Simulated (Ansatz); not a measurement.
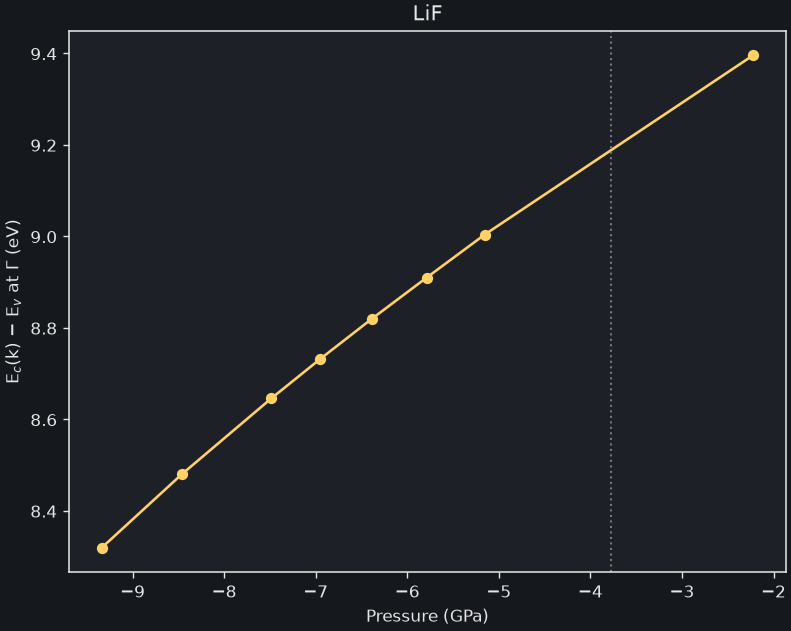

Lowest conduction level at Γ, counted from the valence-band top at Γ. One run is left out (dotted line).

System: rocksalt LiF, space group Fm-3m (No. 225), 2 atoms in the primitive cell. The cell is scaled uniformly. Method: LDA, all-electron LAPW, no spin polarisation, no spin-orbit coupling, 10×10×10 k mesh, Fermi-Dirac smearing of 0.03 eV (Ansatz).

| pressure | Γ (eV) | volume (Å³/atom) |
| --- | --- | --- |
| −9.3 GPa | 8.32 | 8.66 |
| −8.5 GPa | 8.48 | 8.50 |
| −7.5 GPa | 8.65 | 8.33 |
| −7.0 GPa | 8.73 | 8.25 |
| −6.4 GPa | 8.82 | 8.17 |
| −5.8 GPa | 8.91 | 8.09 |
| −5.2 GPa | 9.00 | 8.01 |
| −2.2 GPa | 9.40 | 7.68 |

> What does the missing run, at −3.8 GPa, give?

A fit through the other points gives 9.20 eV at Γ (a parabola). The run itself gives 9.20 eV, within 0.01 eV of the estimate.

> What is the pressure coefficient?

A straight line through the points has a slope of +151 at Γ (meV per GPa). The points bend away from straight lines by up to 0.04 eV, so these are means over the range.

LDA, GGA and most meta-GGA functionals understate gaps.
